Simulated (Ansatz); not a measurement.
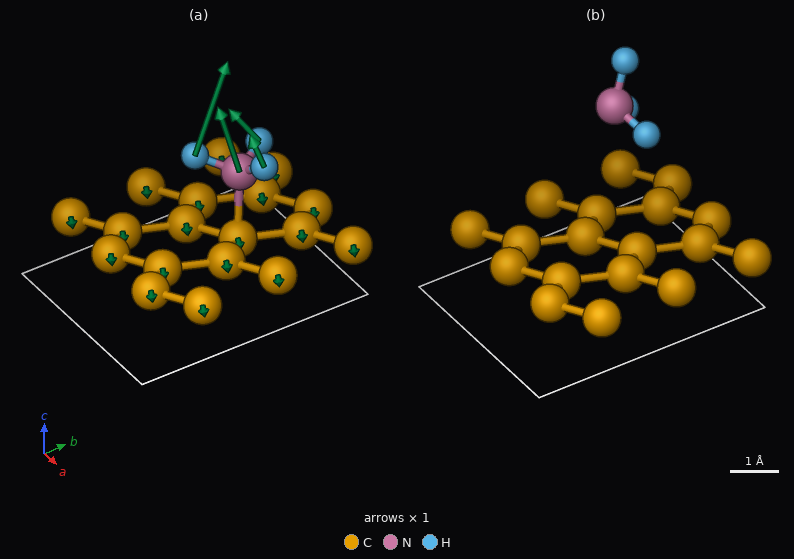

The structure of a slab of composition H$_{3}$C$_{18}$N before (left) and after (right) a relaxation, at one scale. The green arrows give the displacements, at their true length.

The picture is a ball-and-stick view of the cell of the calculation, outlined in the plane, without the vacuum (origin shifted), seen slightly off an axis.

It is NH3 on graphene monolayer, set down by a guess. The run prepares an end point of a later path (dissociation) calculation, from a guessed geometry.

Theory: Ansatz, DFT PBE-D3(BJ), scalar-relativistic, plane waves, PAW. (plane-wave cutoff 420 eV; k-point mesh 2 × 2 × 1; occupations gaussian; smearing width 0.05 eV; no spin polarisation; atoms relaxed in a fixed cell; force threshold 0.03 eV/Å; at most 60 steps)

Question: What changed between the two?

Answer: The energy falls by 4.520 eV per cell of the calculation in 32 accepted moves (37 points after the start). The largest force component goes from 6.6 to 0.014 eV/Å. The line search rejected the trial steps at points 9, 20, 26, 28 of the run. 1 step only repeated the SCF at the same geometry. The forces were under the threshold at step 29, but the run went on from there. The atom that moves furthest relative to the layer's centre is an H atom (2.24 Å at 18° to the normal (+c side)). By element the largest moves are H 2.24 Å, N 1.59 Å, C 0.30 Å. The cell stays as it was. Near-neighbour distances that change, for instance: C–N 1.490 → 3.339 Å, C–N 2.036 → 3.807 Å, C–C 1.424 → 1.407 Å, H–N 1.011 → 1.022 Å. Bonds break: C–N (1.49 → 3.34 Å).

Limits of the set-up: the periodic images lie only 7.4 Å apart, so the values are limited by the cell's size.
